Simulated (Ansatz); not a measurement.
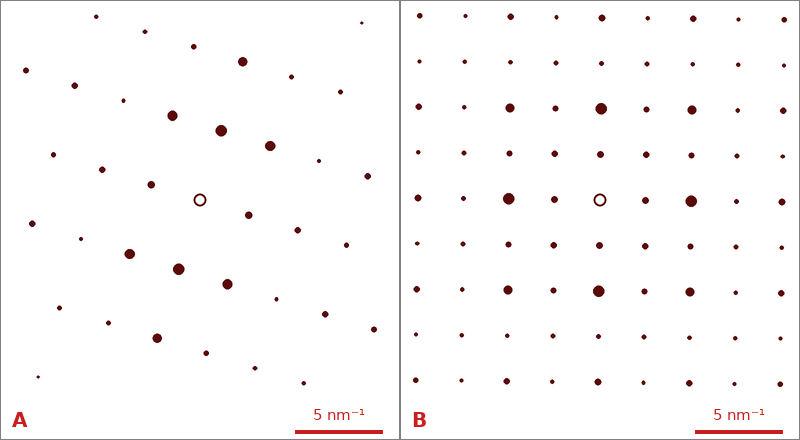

Kinematic electron diffraction patterns (300 kV, B = 0.5 Å², same scale, each along a low-index zone) of two structures of composition Si3Mo, each relaxed at zero pressure with DFT PBE, scalar-relativistic, plane waves, PAW (Ansatz).

The structures (standard cells):
1. Pm-3m (No. 221), a = 3.818 Å, 4 atoms; generated start, possibly hypothetical
2. Pm-3n (No. 223), a = 4.812 Å, 8 atoms; generated start, possibly hypothetical

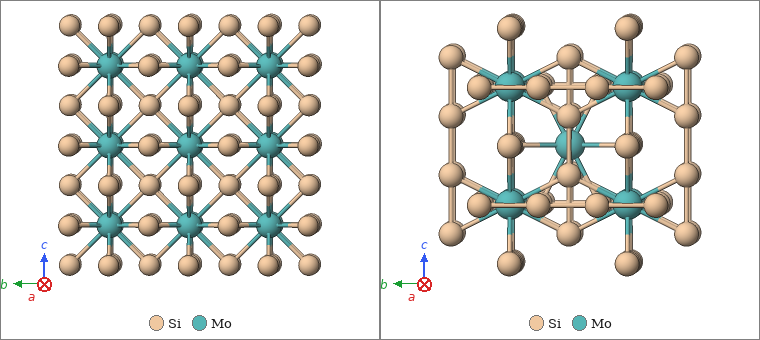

Drawings of the structures 1 to 2, from left to right (each may span several cells).

Which pattern belongs to which structure, and along which zone?

A is structure 2 along [110] or an equivalent direction: rectangular net of 1 -1 0 at d = 3.40 Å and 0 0 2 at d = 2.41 Å, 90.0° apart (some points of this net are extinct or too weak to see). B is structure 1 along [001] or an equivalent direction: square net of 1 0 0 at d = 3.82 Å and 0 1 0 at d = 3.82 Å, 90.0° apart.

Rank the structures by their computed energy.

Structure 2 (Pm-3n, 13.93 Å³ an atom) is the lowest of these; structure 1 (Pm-3m, 13.91 Å³ an atom) lies about 340 meV an atom higher. These are static energies at 0 K; other structures, not shown, may lie lower still.
